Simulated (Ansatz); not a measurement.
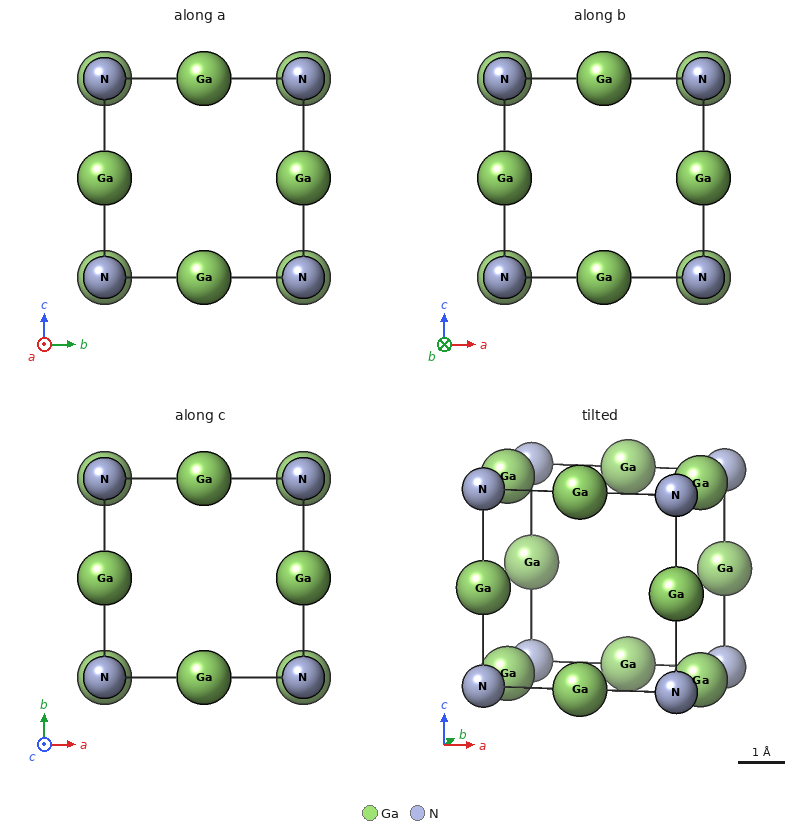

The figure gives a spheres-only picture of the atoms, viewed along the a axis, along the b axis, along the c axis and slightly off an axis. The lines enclose the conventional unit cell; boundary atoms appear with their images.

Lattice parameters: a = 4.3702 Å, b = 4.3702 Å, c = 4.3702 Å, α = 90.000°, β = 90.000°, γ = 90.000°.

Transcribe the picture into a CIF in P1 with every atom of the cell.

Answer.
```cif
data_structure
_symmetry_space_group_name_H-M 'P 1'
_symmetry_Int_Tables_number 1
_cell_length_a 4.3702
_cell_length_b 4.3702
_cell_length_c 4.3702
_cell_angle_alpha 90.000
_cell_angle_beta 90.000
_cell_angle_gamma 90.000
_cell_volume 83.47
loop_
_atom_site_label
_atom_site_type_symbol
_atom_site_fract_x
_atom_site_fract_y
_atom_site_fract_z
_atom_site_occupancy
Ga1 Ga 0.5000 0.0000 0.0000 1
Ga2 Ga 0.0000 0.5000 0.0000 1
Ga3 Ga 0.0000 0.0000 0.5000 1
N1 N 0.0000 0.0000 0.0000 1
```

The structure comes from a structure type filled with these elements by a generator (whether the compound takes this form wasn't checked). Cell shown after relaxation with DFT PBE, scalar-relativistic, plane waves, PAW in Ansatz 0.2.0.
